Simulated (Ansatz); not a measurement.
## Two runs on Cu2O

System: Cu2O (6 atoms in the cell).
Method of the first run: DFT, PBE, plane waves, PAW, no spin polarisation (Ansatz 0.2.0).

The structure derives from an entry of the Crystallography Open Database. The geometry comes from this level: r2SCAN. Text and figures count atoms from 1; the logs count them from 0 in places.

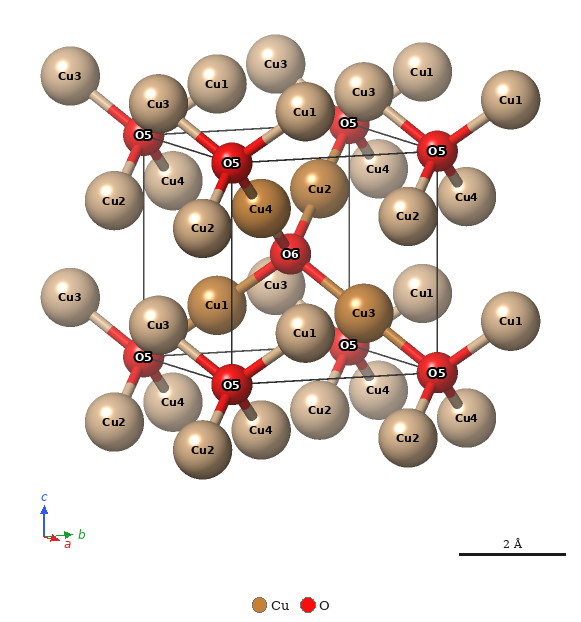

Figure 1. The structure as given in the input (ball-and-stick view of the cell of the calculation, seen slightly off an axis; neighbours outside the cell are drawn fainter; atoms are numbered from 1 in the order of the input). Near neighbours in the crystal (not all of them lie inside the picture): Cu has 2 O at 1.84 Å; O has 4 Cu at 1.84 Å.

Input, the first run:
```yaml
crystal:
  lattice:
    - [4.2460804562, 0.0, 0.0]
    - [0.0, 4.2460804562, 0.0]
    - [0.0, 0.0, 4.2460804562]
  atoms:
    - { symbol: Cu, position: [0.25, 0.25, 0.25] }
    - { symbol: Cu, position: [0.25, 0.75, 0.75] }
    - { symbol: Cu, position: [0.75, 0.75, 0.25] }
    - { symbol: Cu, position: [0.75, 0.25, 0.75] }
    - { symbol: O, position: [0.0, 0.0, 0.0] }
    - { symbol: O, position: [0.5, 0.5, 0.5] }
kpoints:
  mp_grid: { grid: [4, 4, 4] }
hamiltonian:
  xc: pbe
scf:
  occupations: { method: fixed }
output:
  optics:
    e_range: [0, 10]
    de: 0.1
    sigma: 0.05
    scissors: 0.3
    scheme: gaussian
    bands: auto
```

Launched with:
```bash
ansatz run input.yaml --threads 4 --pin off --max-ram 5529MiB --backend cpu --events-out ev --progress --plain --runs-dir out
```

Hardware: 4 threads of Arm Neoverse V2, 24 GiB of memory available, shared host.

Output, shortened to warnings, some set-up lines, iterations and results (the first run):
```
Basis set: ecut = 420 eV, 1503 PW (Γ)
Symmetry: 48 space group operations
k-points: 10 of 64
Initial density: superposition of atomic densities (neutral atoms: chi_scale 0, normalization atom), corrected by the library's trained network
[...]
SCF iter   1: F=—  HF=-27632.938836 eV  |F-HF|=—  |Δ(HF+E_count)|=         —  Δρ=1.22e-3  dr2=4.73e-4  ethr=1.77e-3  ⟨swp⟩=4.9  Hψ=1741  notcnv=0  defer=62
SCF iter   2: F=—  HF=-27632.939509 eV  |F-HF|=—  |Δ(HF+E_count)|=   6.73e-4  Δρ=6.19e-4  dr2=1.58e-4  ethr=5.38e-7  ⟨swp⟩=3.0  Hψ=1112  notcnv=0  defer=66
SCF iter   3: F=—  HF=-27632.939788 eV  |F-HF|=—  |Δ(HF+E_count)|=   2.79e-4  Δρ=5.54e-4  dr2=1.38e-4  ethr=1.80e-7  ⟨swp⟩=2.0  Hψ=801  notcnv=0  defer=66
SCF iter   4: F=—  HF=-27632.939769 eV  |F-HF|=—  |Δ(HF+E_count)|=   1.94e-5  Δρ=1.68e-4  dr2=1.25e-5  ethr=1.57e-7  ⟨swp⟩=2.0  Hψ=716  notcnv=0  defer=35
SCF iter   5: F=—  HF=-27632.939751 eV  |F-HF|=—  |Δ(HF+E_count)|=   1.75e-5  Δρ=8.57e-5  dr2=6.10e-6  ethr=1.42e-8  ⟨swp⟩=2.0  Hψ=780  notcnv=0  defer=30
SCF iter   6: F=—  HF=-27632.939756 eV  |F-HF|=—  |Δ(HF+E_count)|=   4.31e-6  Δρ=4.53e-5  dr2=1.19e-6  ethr=6.93e-9  ⟨swp⟩=2.3  Hψ=775  notcnv=0  defer=30
SCF iter   7: F=—  HF=-27632.939755 eV  |F-HF|=—  |Δ(HF+E_count)|=   4.39e-8  Δρ=1.29e-5  dr2=6.11e-8  ethr=1.35e-9  ⟨swp⟩=2.0  Hψ=692  notcnv=0  defer=30
SCF iter   8: F=—  HF=-27632.939755 eV  |F-HF|=—  |Δ(HF+E_count)|=   4.32e-8  Δρ=7.58e-6  dr2=2.34e-8  ethr=6.94e-11  ⟨swp⟩=2.1  Hψ=749  notcnv=0  defer=30
SCF iter   9: F=—  HF=-27632.939756 eV  |F-HF|=—  |Δ(HF+E_count)|=   2.09e-9  Δρ=1.94e-6  dr2=1.70e-9  ethr=2.66e-11  ⟨swp⟩=2.1  Hψ=691  notcnv=0  defer=30
SCF iter  10: F=—  HF=-27632.939756 eV  |F-HF|=—  |Δ(HF+E_count)|=  7.28e-12  Δρ=2.95e-7  dr2=5.25e-11  ethr=1.93e-12  ⟨swp⟩=2.0  Hψ=719  notcnv=0  defer=30
SCF iter  11: F=-27632.939756 eV  HF=-27632.939756 eV  |F-HF|=7.28e-12  |Δ(HF+E_count)|=  1.46e-11  Δρ=5.36e-8  dr2=2.29e-12  ethr=1.00e-12  ⟨swp⟩=8.8  Hψ=1750  notcnv=0
SCF 1 converged in 11 iterations: F = -27632.939756 eV  dr2 = 2.29e-12
NSCF: frozen V_eff on 10 k-points
Optics k sum: 0 of 10 k-points
Optics k sum: 1 of 10 k-points
Optics k sum: 2 of 10 k-points
Optics k sum: 3 of 10 k-points
Optics k sum: 4 of 10 k-points
Optics k sum: 5 of 10 k-points
Optics k sum: 6 of 10 k-points
Optics k sum: 7 of 10 k-points
Optics k sum: 8 of 10 k-points
Optics k sum: 9 of 10 k-points
Optics k sum: 10 of 10 k-points
Optics k sum: 0 of 10 k-points
Optics k sum: 1 of 10 k-points
Optics k sum: 2 of 10 k-points
Optics k sum: 3 of 10 k-points
Optics k sum: 4 of 10 k-points
Optics k sum: 5 of 10 k-points
Optics k sum: 6 of 10 k-points
Optics k sum: 7 of 10 k-points
Optics k sum: 8 of 10 k-points
Optics k sum: 9 of 10 k-points
Optics k sum: 10 of 10 k-points
output.optics: what the bands over the 175 summed would add to eps1, eps2 and the energy-loss function is held between a lower and an upper bound (4 Lanczos steps). eps1, eps2 and their loss function (loss_summed_bands) are given on every row as the summed bands alone make them. Along an axis, on a …
SCF converged after 11 iterations
Free energy (F): -27632.939756 eV
Harris-Foulkes:  -27632.939756 eV  (|F-HF|=7.28e-12)
Internal energy: -27632.939756 eV  (E = F + TS)
E sigma→0 (E₀):  -27632.939756 eV
[...]
```

The input of the second run differs as follows (lines with − go, lines with + come):
```diff
-  xc: pbe
+  xc: pbesol
-    e_range: [0, 10]
-    de: 0.1
+    e_range: [0, 15]
+    de: 0.2
-    scissors: 0.3
+    scissors: 1.5
+    kdotp_interpolation: "off"
```

What does this change do to the results?

The total energies belong to different methods, so their difference says nothing on which is more stable or more accurate. The gap on the mesh goes from 0.56 to 0.52 eV. The functional changes from PBE to PBEsol. The SCF takes 12 iterations against 11. On the same kind of shared host the second run took about 0.31 times as long.

Output, shortened to warnings, some set-up lines, iterations and results (the second run):
```
Basis set: ecut = 420 eV, 1503 PW (Γ)
Symmetry: 48 space group operations
k-points: 10 of 64
Initial density: superposition of atomic densities (neutral atoms: chi_scale 0, normalization atom), corrected by the library's trained network
[...]
SCF iter   1: F=—  HF=-27473.968378 eV  |F-HF|=—  |Δ(HF+E_count)|=         —  Δρ=1.93e-2  dr2=1.87e-1  ethr=1.77e-3  ⟨swp⟩=4.8  Hψ=1740  notcnv=0  defer=60
SCF iter   2: F=—  HF=-27473.936887 eV  |F-HF|=—  |Δ(HF+E_count)|=   3.15e-2  Δρ=9.28e-3  dr2=3.44e-2  ethr=2.12e-4  ⟨swp⟩=2.1  Hψ=905  notcnv=0  defer=64
SCF iter   3: F=—  HF=-27473.924147 eV  |F-HF|=—  |Δ(HF+E_count)|=   1.27e-2  Δρ=3.87e-3  dr2=7.60e-3  ethr=3.91e-5  ⟨swp⟩=2.5  Hψ=856  notcnv=0  defer=66
SCF iter   4: F=—  HF=-27473.922938 eV  |F-HF|=—  |Δ(HF+E_count)|=   1.21e-3  Δρ=1.33e-3  dr2=1.15e-3  ethr=8.64e-6  ⟨swp⟩=2.4  Hψ=702  notcnv=0  defer=66
SCF iter   5: F=—  HF=-27473.922772 eV  |F-HF|=—  |Δ(HF+E_count)|=   1.66e-4  Δρ=3.39e-4  dr2=5.56e-5  ethr=1.30e-6  ⟨swp⟩=2.3  Hψ=691  notcnv=0  defer=37
SCF iter   6: F=—  HF=-27473.922788 eV  |F-HF|=—  |Δ(HF+E_count)|=   1.58e-5  Δρ=6.62e-5  dr2=2.79e-6  ethr=6.32e-8  ⟨swp⟩=2.1  Hψ=749  notcnv=0  defer=30
SCF iter   7: F=—  HF=-27473.922772 eV  |F-HF|=—  |Δ(HF+E_count)|=   1.63e-5  Δρ=3.24e-5  dr2=6.93e-7  ethr=3.16e-9  ⟨swp⟩=2.4  Hψ=879  notcnv=0  defer=30
SCF iter   8: F=—  HF=-27473.922772 eV  |F-HF|=—  |Δ(HF+E_count)|=   4.03e-8  Δρ=4.73e-6  dr2=1.68e-8  ethr=7.87e-10  ⟨swp⟩=1.4  Hψ=580  notcnv=0  defer=30
SCF iter   9: F=—  HF=-27473.922772 eV  |F-HF|=—  |Δ(HF+E_count)|=   2.84e-9  Δρ=1.40e-6  dr2=8.99e-10  ethr=1.91e-11  ⟨swp⟩=2.2  Hψ=728  notcnv=0  defer=30
SCF iter  10: F=—  HF=-27473.922772 eV  |F-HF|=—  |Δ(HF+E_count)|=  1.49e-10  Δρ=2.44e-7  dr2=4.30e-11  ethr=1.02e-12  ⟨swp⟩=1.2  Hψ=541  notcnv=0  defer=30
SCF iter  11: F=—  HF=-27473.922772 eV  |F-HF|=—  |Δ(HF+E_count)|=  2.55e-11  Δρ=2.08e-7  dr2=2.61e-11  ethr=1.00e-12  ⟨swp⟩=8.9  Hψ=1953  notcnv=0
SCF iter  12: F=-27473.922772 eV  HF=-27473.922772 eV  |F-HF|=1.82e-11  |Δ(HF+E_count)|=  3.64e-12  Δρ=3.73e-8  dr2=7.54e-13  ethr=1.00e-12  ⟨swp⟩=2.0  Hψ=1245  notcnv=0
SCF 1 converged in 12 iterations: F = -27473.922772 eV  dr2 = 7.54e-13
NSCF: frozen V_eff on 10 k-points
SCF converged after 12 iterations
Free energy (F): -27473.922772 eV
Harris-Foulkes:  -27473.922772 eV  (|F-HF|=1.82e-11)
Internal energy: -27473.922772 eV  (E = F + TS)
E sigma→0 (E₀):  -27473.922772 eV
Fermi energy:    11.006638 eV
--- Per-component energies (eV) ---
  E_band       = -1827.301575
  E_kinetic    = 1543.940054
  E_local      = -19665.291992  (includes V_loc(G=0)·N_el)
  E_nonlocal   = 1684.010319
  E_hartree    = 8570.889437
  E_xc         = -494.081634
  E_vxc        = -638.376784  (∫ρ·V_xc dr)
  E_paw        = -6823.872140  (= ΣΔE_a)
  E_vpaw       = -1893.367849  (= ΣTr[D̂ρ^β])
  E_aug_tail   = 0.005873  (compensation charges beyond the density's cutoff)
  E_ewald      = -12290.418073
  E_core_change = 0.895385  (= ΣΔE_core)
  E_smearing   = -0.000000  (= −TS)
  E_closure    = 0.000000  (closes the sum)
  Σ components = -27473.922772   (vs F -27473.922772, Δ=0.00e0)
```

The two runs side by side:

```csv
quantity,the first run,the second run
outcome,converged,converged
free energy per atom (eV),−4605.4900,−4578.9871
gap on the mesh (eV),0.56,0.52
SCF iterations,11,12
irreducible k-points,10,10
plane waves at Γ,1503,1503
wall time (shared host),22 s,6.8 s
```
